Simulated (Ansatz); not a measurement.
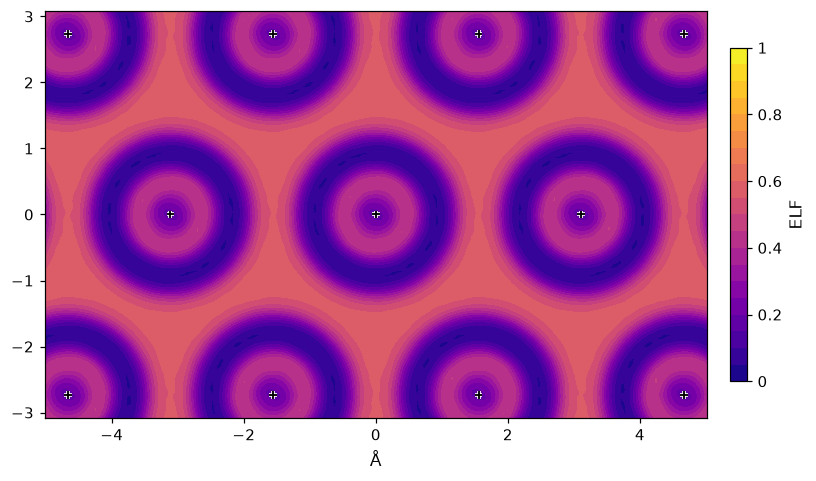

The electron localisation function on a plane through atoms (crosses mark nuclei in the plane).

Level of theory: DFT, LDA, PAW with Ansatz's default frozen-core files, scalar-relativistic (Ansatz 0.2.0).

Candidates:
A. Mg, a = 3.11 Å, b = 3.11 Å, c = 4.49 Å, α = 90.00°, β = 90.00°, γ = 90.00°. Space group I4/mmm; a structure from a database of computed crystals, not necessarily the ambient phase; changed on purpose from its base cell (equal xx and yy strain of -2 %, PAW files).
B. Cs, a = 6.16 Å, b = 6.16 Å, c = 6.16 Å, α = 90.00°, β = 90.00°, γ = 90.00°. Space group Im-3m; computed without spin polarisation.
C. Ti, a = 4.06 Å, b = 4.06 Å, c = 4.06 Å, α = 90.00°, β = 90.00°, γ = 90.00°. Space group Fm-3m; computed pressure about −5 GPa in this cell; computed without spin polarisation.

> Which system is this?

Candidate A: Mg on the (101) plane of the conventional cell, which holds Mg. Mg–Mg (3.11 Å): the ELF reaches about 0.55 near the midpoint.
